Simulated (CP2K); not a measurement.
System: TiAl.

Input file:

```
&GLOBAL
  PROJECT tial_scf
  RUN_TYPE ENERGY_FORCE
  PRINT_LEVEL LOW
&END GLOBAL
&FORCE_EVAL
  METHOD QS
  STRESS_TENSOR ANALYTICAL
  &DFT
    BASIS_SET_FILE_NAME BASIS_MOLOPT_UZH
    POTENTIAL_FILE_NAME POTENTIAL_UZH
    &MGRID
      CUTOFF 450
      REL_CUTOFF 60
      NGRIDS 4
    &END MGRID
    &QS
      METHOD GPW
      EPS_DEFAULT 1.0E-10
    &END QS
    &KPOINTS
      SCHEME MONKHORST-PACK 9 9 7
      GAMMA_CENTERED T
      SYMMETRY T
      SYMMETRY_BACKEND SPGLIB
    &END KPOINTS
    &SCF
      SCF_GUESS ATOMIC
      EPS_SCF 1.0E-6
      MAX_SCF 100
      ADDED_MOS 13
      CHOLESKY OFF
      EPS_EIGVAL 1.0E-7
      &DIAGONALIZATION ON
        ALGORITHM STANDARD
      &END DIAGONALIZATION
      &MIXING ON
        METHOD BROYDEN_MIXING
        ALPHA 0.4
        BETA 1.5
        NBUFFER 8
      &END MIXING
      &SMEAR ON
        METHOD FERMI_DIRAC
        ELECTRONIC_TEMPERATURE [K] 580.226
      &END SMEAR
    &END SCF
    &XC
      &XC_FUNCTIONAL
        &GGA_X_PBE_SOL
        &END GGA_X_PBE_SOL
        &GGA_C_PBE_SOL
        &END GGA_C_PBE_SOL
      &END XC_FUNCTIONAL
    &END XC
    &PRINT
      &KPOINTS ON
      &END KPOINTS
      &MULLIKEN ON
      &END MULLIKEN
      &MO ON
        ENERGIES T
        OCCUPATION_NUMBERS T
        &EACH
          QS_SCF 0
        &END EACH
        ADD_LAST NUMERIC
      &END MO
      &LOWDIN ON
      &END LOWDIN
      &HIRSHFELD ON
        SHAPE_FUNCTION DENSITY
      &END HIRSHFELD
      &E_DENSITY_CUBE ON
        STRIDE 1
      &END E_DENSITY_CUBE
      &V_HARTREE_CUBE ON
        STRIDE 1
      &END V_HARTREE_CUBE
      &ELF_CUBE ON
        STRIDE 1
      &END ELF_CUBE
    &END PRINT
  &END DFT
  &SUBSYS
    &CELL
      ABC 2.8373000000 2.8373000000 4.0591000000
      ALPHA_BETA_GAMMA 90.0000000000 90.0000000000 90.0000000000
      PERIODIC XYZ
    &END CELL
    &COORD
      Ti  0.0066563058 0.0417224965 -0.0219678492
      Al  1.4476869282 1.4502461728 2.0515827948
    &END COORD
    &KIND Ti
      BASIS_SET TZVP-MOLOPT-PBE-GTH-q12
      POTENTIAL GTH-PBE-q12
    &END KIND
    &KIND Al
      BASIS_SET TZVP-MOLOPT-PBE-GTH-q3
      POTENTIAL GTH-PBE-q3
    &END KIND
    &PRINT
      &ATOMIC_COORDINATES ON
      &END ATOMIC_COORDINATES
      &CELL ON
      &END CELL
      &SYMMETRY ON
      &END SYMMETRY
    &END PRINT
  &END SUBSYS
  &PRINT
    &FORCES ON
    &END FORCES
    &STRESS_TENSOR ON
    &END STRESS_TENSOR
  &END PRINT
&END FORCE_EVAL
```

Command:

```sh
OMP_NUM_THREADS=1 cp2k.psmp -i tial_scf.inp -o tial_scf.out
```

Below, planes, directions and counts refer to the standardised cell (a = 4.01 Å, b = 4.01 Å, c = 4.06 Å, α = 90.00°, β = 90.00°, γ = 90.00°).

Space group P1; changed on purpose from its base cell (atoms moved at random by about 0.05 A); computed pressure about −3 GPa in this cell.

These are results of Kohn-Sham DFT of a periodic cell, PBEsol, GTH-PBE with UZH-TZVP basis (CP2K 2026.2), not measurements.

### Predict the valence pseudo-density and electron localisation function between the atoms.

Ti–Al (2.83 Å): ρ is about 0.21 e/Å³ halfway; the ELF is about 0.35 at the midpoint.
Ti–Al (2.89 Å): ρ is about 0.19 e/Å³ halfway; the ELF is about 0.40 at the midpoint.

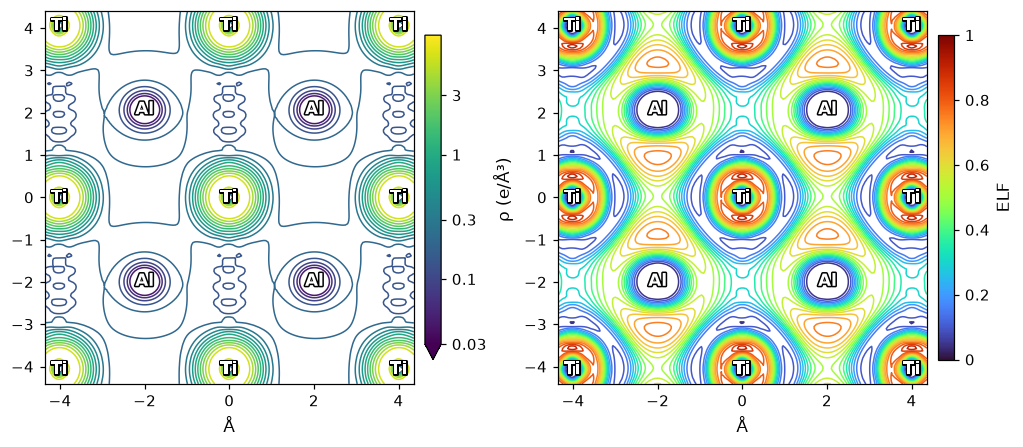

Computed valence pseudo-density and electron localisation function on the (100) plane of the standardised cell, in this order. 
